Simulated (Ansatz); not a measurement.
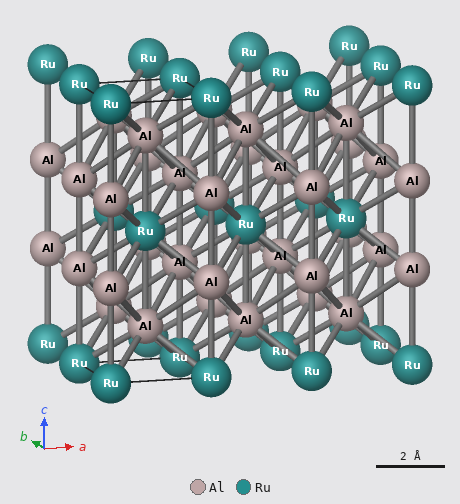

Reference structure: solid Al2Ru (set up in I4/mmm). A ball-and-stick model of the cell of the calculation, repeated 3 × 2 × 1 with one cell outlined, seen slightly off an axis.

Level of theory: Ansatz, DFT r2SCAN, scalar-relativistic, plane waves, PAW. Settings: plane-wave cutoff 500 eV; k-point mesh 12 × 12 × 4; occupations gaussian; smearing width 0.1 eV; no spin polarisation.

Change: Equal strain along all axes, −2.0 %, is applied. The cell is then held and the atoms relaxed.

> What does the calculation give for the changed structure?

Cell: a = b 3.122 → 3.059 Å (−2.0 %), c 8.445 → 8.276 Å (−2.0 %). Volume −5.9 %. The largest moves relative to the cell, 0.009 Å, are those of Al atoms. Ru stays in place. Among the bonded contacts that change: Al–Ru 2.879 → 2.813 Å, Al–Al 2.689 → 2.625 to 2.651 Å, Al–Ru 2.584 → 2.537 Å. The space group stays I4/mmm (No. 139). Energy change: +30.2 meV per atom. The pressure goes from 0.0 to 12.7 GPa. The principal stresses (compression positive) are 12.4 GPa along c and 12.8 GPa across it.

Drawn alike, the variant:

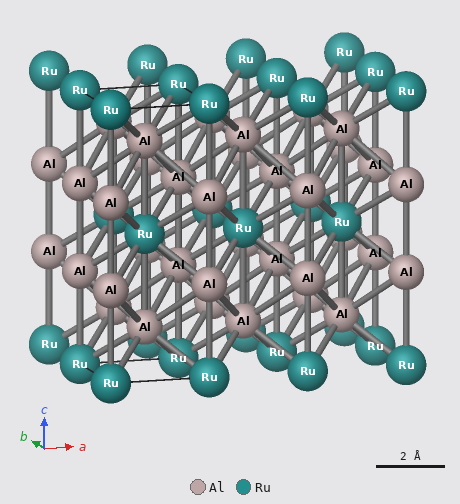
